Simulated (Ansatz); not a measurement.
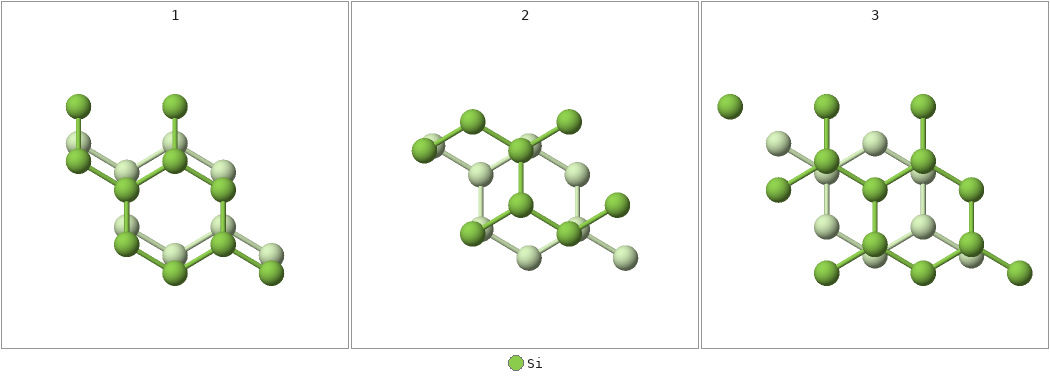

A bilayer of two Si sheets of the honeycomb type (4 atoms in the cell). The upper layer of a bilayer is slid over the lower one; relaxed at each slide: nothing; the origin of the map has Si4 above Si1; the distance between the facing planes is held at 4.20 Å. Places are given modulo a cell vector. The map is drawn in real space over the plane of the slide. Grid: 6 × 6 points; 10 points were computed and 26 follow by symmetry. Energies: mJ/m², counted from the lowest grid point. At a held distance the lowest stacking need not be the one that binds best once the distance relaxes. These are results of DFT PBE+D3(BJ), scalar-relativistic, plane waves, PAW (Ansatz 0.2.0), not measurements. Settings: cutoff 420 eV, k-mesh 9×9×1, gaussian smearing 0.1 eV, no spin polarisation.

The numbered pictures are structures from this grid. They are seen from 5° off the normal. The lower layer is drawn fainter.

Rank them by energy, lowest first.

2, at (5/6, 5/6) of the cell vectors: 9.2 mJ/m²; 1, at (1/6, 2/6) of the cell vectors: 24.5 mJ/m²; 3, at (4/6, 2/6) of the cell vectors: 39.7 mJ/m².

The map, with the structures marked:

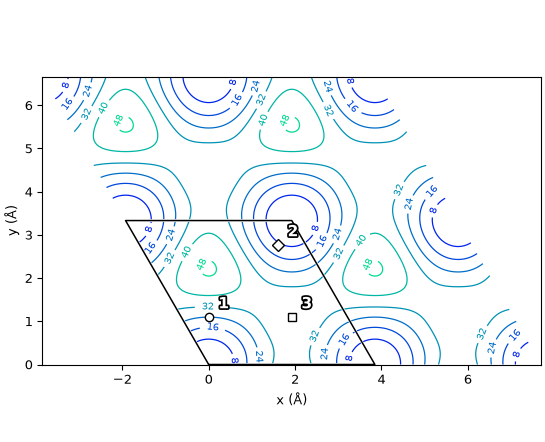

The picture shows contour lines labelled in mJ/m², the outline of one cell of the 2 × 2 shown. Between grid points the surface is interpolated.

PAW datasets: the set soft_1.
